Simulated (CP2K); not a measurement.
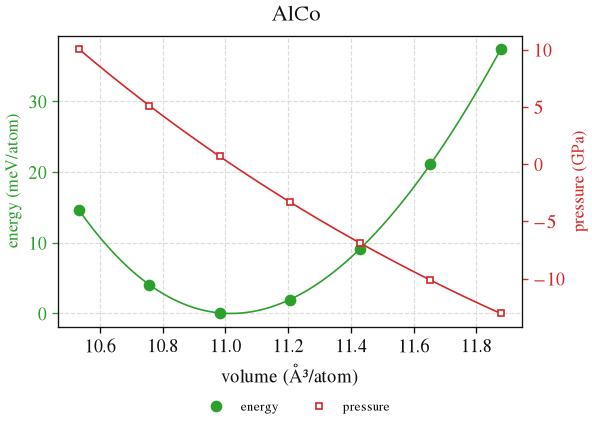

Plotted: energy and pressure against volume for AlCo, space group C2/m (No. 12).

Cell as given: a = 2.824 Å, b = 2.814 Å, c = 2.823 Å, α = 87.39°, β = 89.84°, γ = 90.29°; 2 atoms.

How it was computed, with CP2K 2026.2: DFT in Gaussian orbitals with a plane-wave density, collinear spins; energies at scaled volumes of the given cell, shape and fractions fixed, counted from the fit's minimum, third-order Birch-Murnaghan fit. Level: PBEsol with D3(BJ), collinear spin.

k mesh 9×9×9; occupations Fermi–Dirac; smearing width 0.02 eV; potentials GTH PBE with UZH TZVP basis; density cutoff 11560 eV; program settings ngrids 4, basis sets Co TZVP-MOLOPT-PBE-GTH-q17, basis sets Al TZVP-MOLOPT-PBE-GTH-q3, cutoff ry 850 Ry, rel cutoff ry 60 Ry.

> How stiff is the solid, and where is its volume at rest?

A third-order Birch–Murnaghan fit gives V0 = 11.02 Å³/atom, B0 = 203 GPa and B′ = 4.2.

> Read off the course of the pressure.

It falls from 10.04 GPa at volume 10.53 Å³/atom to −13.05 GPa at 11.88 Å³/atom, and changes sign near 11.02 Å³/atom.

Limits of the calculation: shape and atomic fractions are frozen while scaling, which makes layered, chain and framework solids too stiff.
